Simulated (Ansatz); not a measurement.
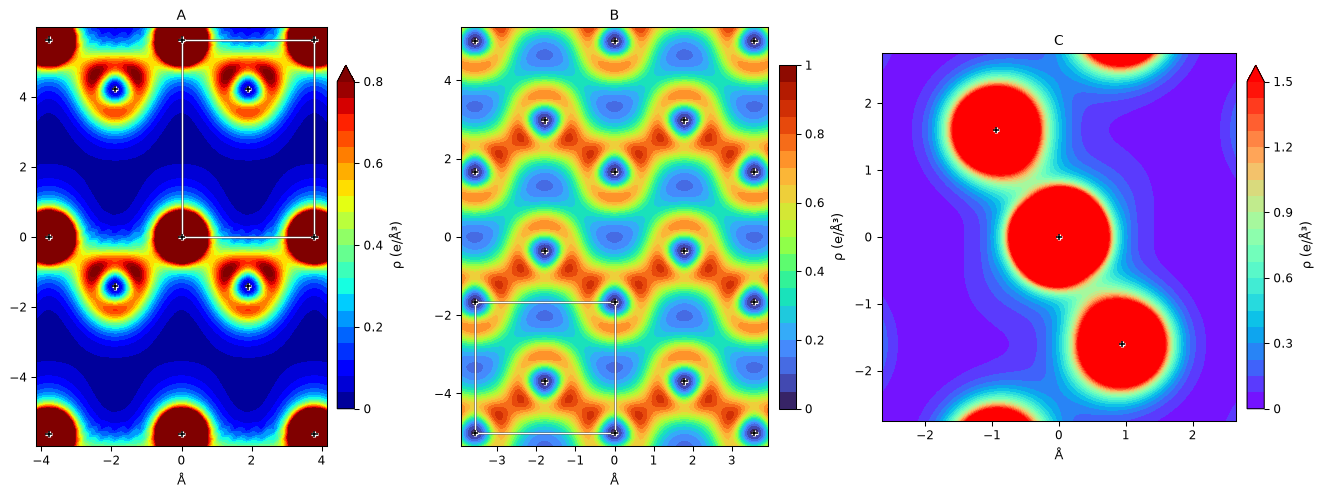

The valence electron density of 3 systems, each on a plane through atoms (crosses mark nuclei in the plane).

Level of theory: DFT r2SCAN, scalar-relativistic, plane waves, PAW in Ansatz.

System 1: NiO2, the (110) plane of the conventional cell. Space group P-3m1; a structure from a database of computed crystals, not necessarily the ambient phase; computed without spin polarisation.

System 2: GaP, the (010) plane of the conventional cell. Space group I-4m2.

```xyz
4
Lattice="2.6813 2.6813 0.0000 -2.6813 2.6813 0.0000 0.0000 0.0000 5.6307" Properties=species:S:1:pos:R:3 pbc="T T T"
Ga    0.0000    0.0000    0.0000
Ga    0.0000    2.6813    2.8154
P    -1.3406    1.3406    1.4077
P     1.3406    1.3406    4.2230
```

System 3: P, the (010) plane of the conventional cell. Space group Imma; a structure from a database of computed crystals, not necessarily the ambient phase; not relaxed (largest force 0.9 eV/Å).

```xyz
4
Lattice="3.5713 0.0000 0.0000 0.0000 5.3104 0.0000 0.0000 0.0000 3.3361" Properties=species:S:1:pos:R:3 pbc="T T T"
P     0.0000    1.3276    0.1778
P     1.7857    3.9828    1.8459
P     1.7857    1.3276    1.4902
P     0.0000    3.9828    3.1583
```

Q: Which map belongs to which system?

A: Panel A is system 2, GaP: the plane holds Ga and P. Ga–P (2.36 Å): ρ is about 0.56 e/Å³ halfway. Panel B is system 3, P: the plane holds P. P–P (2.22 Å): ρ is about 0.79 e/Å³ halfway. Panel C is system 1, NiO2: the plane holds Ni and O. Ni–O (1.86 Å): the density is about 0.86 e/Å³ at the midpoint.
